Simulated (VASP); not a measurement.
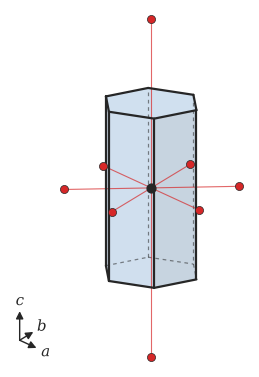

For TaN, coordinates from a relaxation with VASP 6.6.1, VASP Kohn-Sham DFT of a periodic cell, RPBE, VASP PAW PBE potentials, recommended: the Wigner–Seitz cell of the crystal's lattice, with lines to the lattice points that define its faces. Symmetry computed with spglib at a tolerance of 0.002 Å; standard conventional cell.

a = 2.934 Å, b = 2.934 Å, c = 5.945 Å, α = 90.00°, β = 90.00°, γ = 120.00°; space group P6₃/mmc, No. 194.

Question: Describe the polyhedron.

Answer: A hexagonal prism: 8 faces (6 with 4 edges, 2 with 6 edges), 18 edges, 12 vertices. Its volume is that of the primitive cell, 44.3 Å³.

Question: Which lattice vectors do the faces bisect?

Answer:
```
example  length (Å)  faces  edges of each  area (Å²)
  a + b        2.93      6              4       10.1
      c        5.94      2              6        7.5
```
